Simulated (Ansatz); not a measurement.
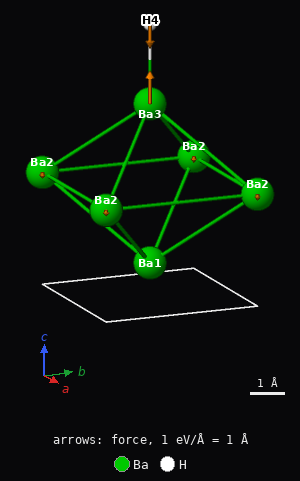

Starting geometry of a slab of composition Ba3H (cut from the Im-3m phase) with the computed forces as orange arrows. The picture is a ball-and-stick view of the cell of the calculation, outlined in the plane, without the vacuum, seen slightly off an axis.

Case: H put at a top Ba site. The slab is the (1 0 0) face of Ba with H on it. 1 atoms are held fixed.

Theory: Ansatz 0.2.0, DFT PBE+D3(BJ), scalar-relativistic, plane waves, PAW.

Input
```yaml
crystal:
  lattice:
    - [4.916200687, 0.0, 0.0]
    - [0.0, 4.916200687, 0.0]
    - [0.0, 0.0, 23.916200687]
  atoms:
    - { symbol: Ba, position: [0.5, 0.5, 0.3554076215] }
    - { symbol: Ba, position: [0.0, 0.0, 0.4581873387] }
    - { symbol: Ba, position: [0.5, 0.5, 0.5609670558] }
    - { symbol: H, position: [0.5, 0.5, 0.6638262028] }
basis:
  ecutwfc: 420
kpoints:
  mp_grid: { grid: [6, 6, 1] }
hamiltonian:
  xc: pbe
  dispersion: d3bj
scf:
  occupations: { method: gaussian, width: 0.1 }
output:
  forces: true
  eigenvalues: true
  write_density: true
  write_potential: true
  elf: true
  volumetric_format: npy
relax:
  adjacent_minimum: "off"
  f_tol: 0.03
  max_steps: 70
  constraints: [{ sites: [0] }]
efield:
  axis: 3
  dipole_correction: true
```

Launched with:
```bash
ansatz run input.yaml --threads 1 --pin off --max-ram 3072MiB --backend cpu --events-out ev --progress --plain --runs-dir out
```

Q: Is this structure relaxed? If not, where do the atoms go?

A: It isn't relaxed: the largest force vector, on Ba3, is 1.05 eV/Å. The final displacements have little in common with the starting forces (cosine between the two patterns 0.24). Over 6 geometry steps the energy falls by 0.214 eV per cell of the calculation. The largest force component goes from 1 to 0.0015 eV/Å. The atom that moves furthest is Ba3 (1.02 Å along the normal (+c)). Largest moves by element: Ba 1.02 Å, H 0.76 Å. The cell doesn't change. Near-neighbour distances that change, for instance: Ba2–Ba3 4.258 → 4.700 Å, Ba3–H4 2.460 → 2.206 Å, Ba1–Ba2 4.258 → 4.446 Å.

Limits of the set-up: the periodic images lie only 4.9 Å apart, so the values are limited by the cell's size.
